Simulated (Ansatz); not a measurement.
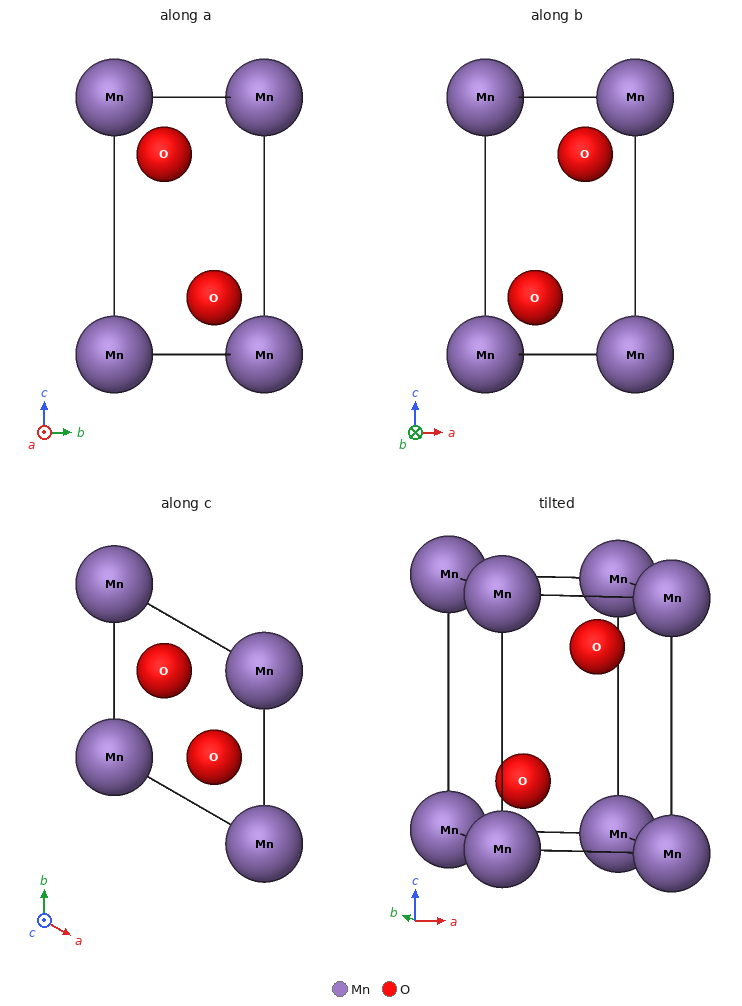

The crystal in a spheres-only representation, seen along the a axis, along the b axis, along the c axis and slightly off an axis. The wireframe shows the conventional unit cell.

Lattice parameters: a = 2.8963 Å, b = 2.8963 Å, c = 4.3012 Å, α = 90.000°, β = 90.000°, γ = 120.000°.

### Give the structure in the form of a CIF in P1 with every atom of the cell, with free fractional coordinates to two decimals.

```cif
data_structure
_symmetry_space_group_name_H-M 'P 1'
_symmetry_Int_Tables_number 1
_cell_length_a 2.8963
_cell_length_b 2.8963
_cell_length_c 4.3012
_cell_angle_alpha 90.000
_cell_angle_beta 90.000
_cell_angle_gamma 120.000
_cell_volume 31.25
loop_
_atom_site_label
_atom_site_type_symbol
_atom_site_fract_x
_atom_site_fract_y
_atom_site_fract_z
_atom_site_occupancy
Mn1 Mn 0.00 0.00 0.00 1
O1 O 0.3333 0.6667 0.22 1
O2 O 0.6667 0.3333 0.78 1
```

Origin of the cell: a structure type filled with these elements by a generator (whether the compound takes this form wasn't checked). It was relaxed at fixed volume with DFT PBE+U, scalar-relativistic, plane waves, PAW in Ansatz 0.2.0.

At this level of theory the run's own cell isn't at rest (compressed, at 5 GPa), so its distances can differ from those at equilibrium, the more so the softer the solid.
